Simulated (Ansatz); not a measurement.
# Al2Cu: what the fields show

The calculation's input:

```
crystal:
  lattice:
    - [4.0841721965, 0.0, 0.0]
    - [0.0, 4.0841721965, 0.0]
    - [0.0, 0.0, 2.8463947513]
  atoms:
    - { symbol: Al, position: [0.5, 0.0, 0.5] }
    - { symbol: Al, position: [0.0, 0.5, 0.5] }
    - { symbol: Cu, position: [-0.025970016, -0.025970016, 0.0] }
basis:
  ecutwfc: 420
kpoints:
  mp_grid: { grid: [12, 12, 16] }
hamiltonian:
  xc: pbesol
scf:
  occupations: { method: gaussian, width: 0.15 }
output:
  forces: true
  stress: true
  eigenvalues: true
  write_density: true
  write_potential: true
  elf: true
  volumetric_format: npy
```

Launched as:

```sh
ansatz run input.yaml --threads 2 --pin off --max-ram 5120MiB --backend cpu --events-out ev --progress --plain --runs-dir out
```

Below, planes, directions and counts refer to the conventional cell (a = 2.85 Å, b = 5.78 Å, c = 5.78 Å, α = 90.00°, β = 90.00°, γ = 90.00°).

Space group Amm2; a structure from a database of computed crystals, not necessarily the ambient phase; changed on purpose from its base cell (atom 3 (Cu) moved by (-0.150, +0.000) A along [1 1 0] and z); not relaxed (largest force 1.0 eV/Å); computed without spin polarisation.

Method: DFT PBEsol, scalar-relativistic, plane waves, PAW in Ansatz 0.2.0.

Core electrons are frozen (PAW), and the valence fields are smoothed inside the atomic spheres.

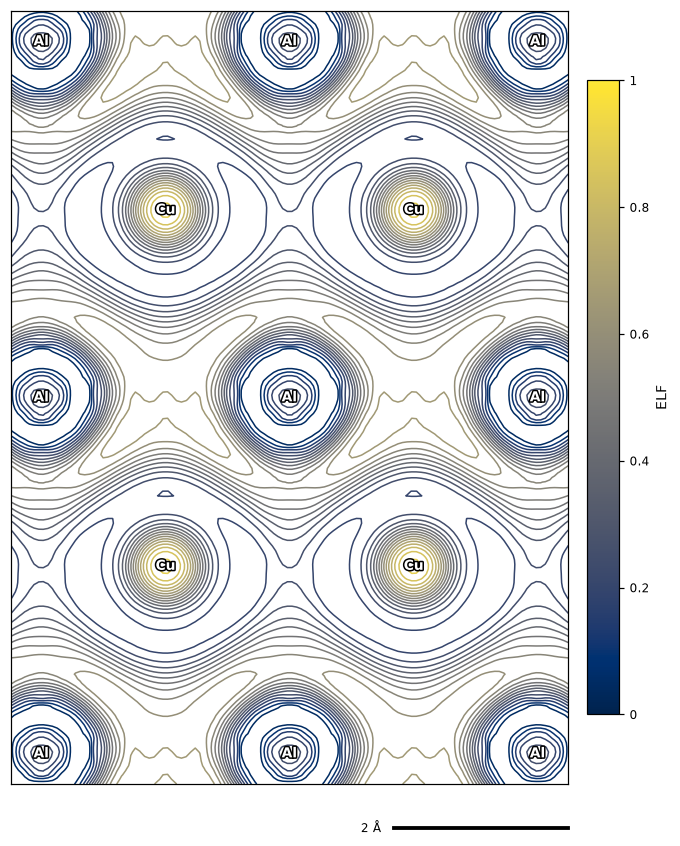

Figure 1. Electron localisation function on the (011) plane of the conventional cell.

**What do the fields say about this system?**

The plane passes through Al and Cu nuclei.
Al–Cu (2.41 Å): the ELF peaks at about 0.65 between the atoms.
Al–Cu (2.58 Å): the ELF peaks at about 0.60 between the atoms.
The features right at Cu lie inside the PAW spheres, where the map follows smoothed inner orbitals and isn't to be read closely.

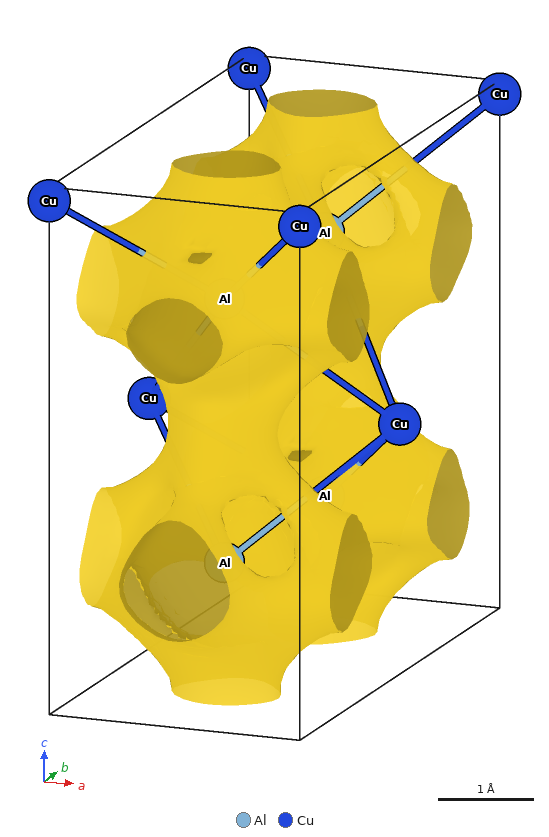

Figure 2. Isosurface of the electron localisation function at 0.55 (yellow), seen slightly off an axis. Core shells and regions of very low density are left out. Sticks mark near contacts.

**Where are the electrons localised?**

The surface consists of one network that runs through the whole crystal, counted in one cell of 6 atoms. Any copies at cell faces, edges or corners count once.

**Does the calculation give a band gap?**

It is gapless in this calculation (a metal or semimetal).
